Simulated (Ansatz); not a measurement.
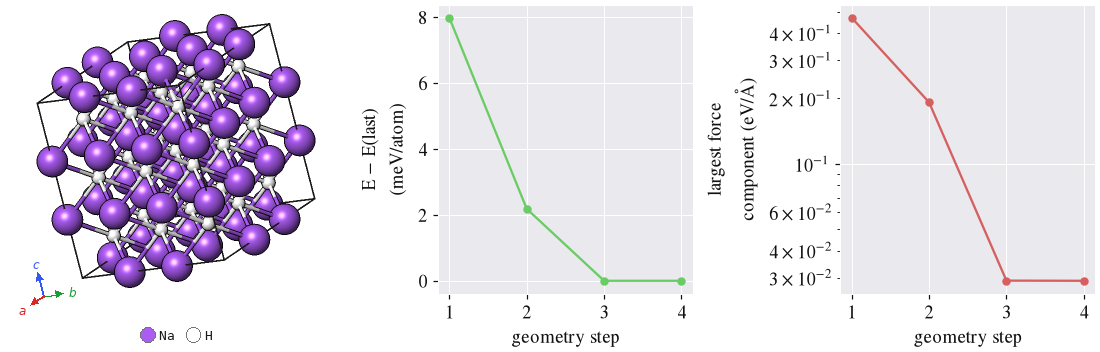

Beside the plot: the structure at the start.

History of a geometry optimisation. Only the atoms move.

System: Na₂₆H₂₇ (defect cell, 53 atoms in the cell, total charge −1).
Method: Ansatz, DFT, PBE, plane-wave PAW, default files, scalar-relativistic; cutoff 420 eV, 3×3×3 k-mesh, Fermi–Dirac smearing of 0.01 eV.

> How did the optimisation end?

The optimisation met its thresholds at geometry 4, counting the start as the first. The energy fell by about 8 meV/atom from the first step to the last. The largest force component goes from about 0.47 eV/Å at the start to 0.029 eV/Å at the end.
